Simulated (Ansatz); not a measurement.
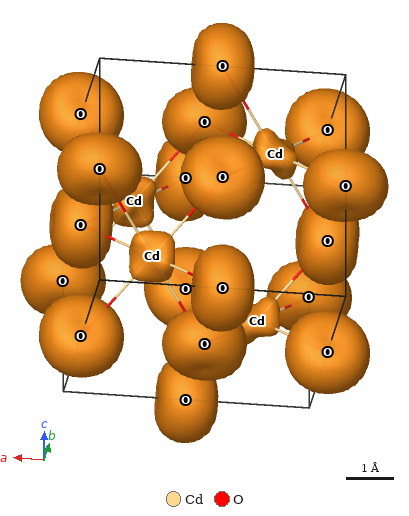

Cd2O3. Isosurface of the spin density (up minus down) at +0.05 e/Å³ (orange), seen at an oblique angle. Sticks mark near contacts.

Space group Pn-3m; a structure generated by program, which may or may not match a known phase; spin-polarised.

Method: DFT PBE, scalar-relativistic, plane waves, PAW (Ansatz 0.2.0).

In a PAW calculation such maps are meaningful between the atoms, not at the nuclei.

### Which atoms carry the moments, and with what signs?

The spin density sits on O: +0.6 μB (×6) in one cell of 10 atoms, with smaller moments on other sites: Cd (up to +0.06 μB): parallel main moments (a ferromagnetic arrangement) in this solution. The cell of the calculation (10 atoms) carries 4.0 μB of net spin moment.
